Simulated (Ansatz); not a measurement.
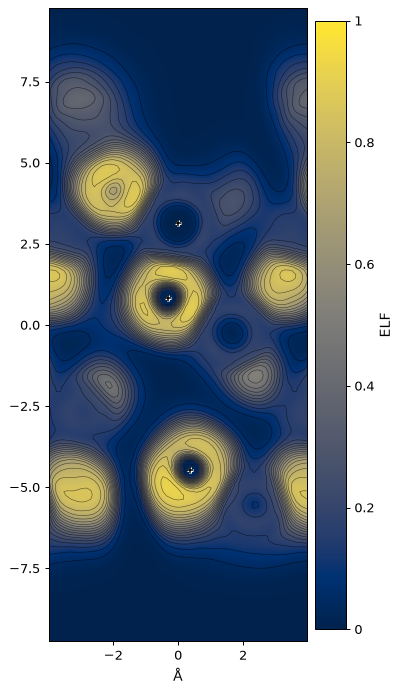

The electron localisation function on a plane through atoms (crosses mark nuclei in the plane).

Method: DFT PBEsol, scalar-relativistic, plane waves, PAW in Ansatz.

Candidates:
A. ZnSe, a = 5.63 Å, b = 5.63 Å, c = 5.63 Å, α = 90.00°, β = 90.00°, γ = 90.00°. Space group F-43m.
B. ZnS (slab), a = 3.78 Å, b = 7.27 Å, c = 26.10 Å, α = 90.00°, β = 90.00°, γ = 105.07°. Not relaxed (largest force 1.9 eV/Å); the program warned that a starting moment wasn't kept; spin-polarised.
C. Cu, a = 2.56 Å, b = 3.62 Å, c = 2.56 Å, α = 90.00°, β = 90.00°, γ = 90.00°. Space group Pmmn; not relaxed (largest force 1.4 eV/Å); computed pressure about 5 GPa in this cell; computed without spin polarisation.

Q: Which candidate gave the map?

A: Candidate B: ZnS on the (11̄0) plane of the calculation cell, a cut from vacuum to vacuum, which holds S and Zn. Zn–S (2.32 Å): the ELF peaks at about 0.90 in the valence shell of S, 0.8 Å from its nucleus, and is about 0.55 at the midpoint.
